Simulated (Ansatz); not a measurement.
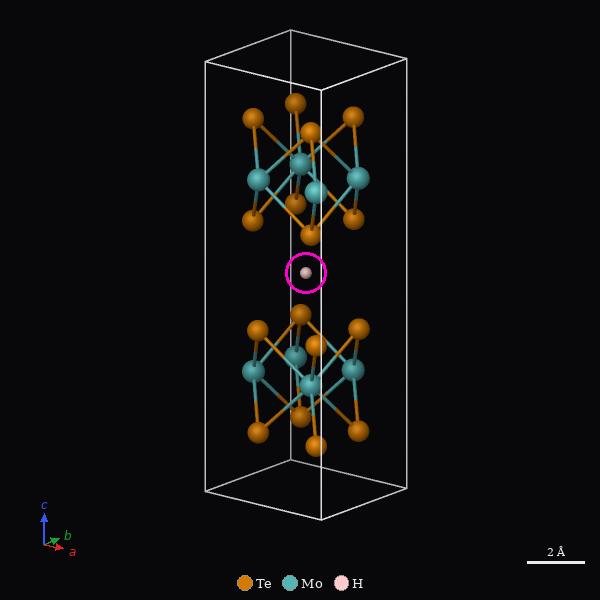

Ball-and-stick representation of a periodic structure, projected slightly off an axis. The wireframe shows the supercell. The host is Te2Mo, in a cell of 24 sites, and the cell carries a charge of -1. A ring marks the defect's site.

Describe the defect.

An interstitial hydrogen atom. It is bonded to no bonds drawn.

The atoms were relaxed in the host's cell with DFT PBE, scalar-relativistic, plane waves, PAW in Ansatz 0.2.0.
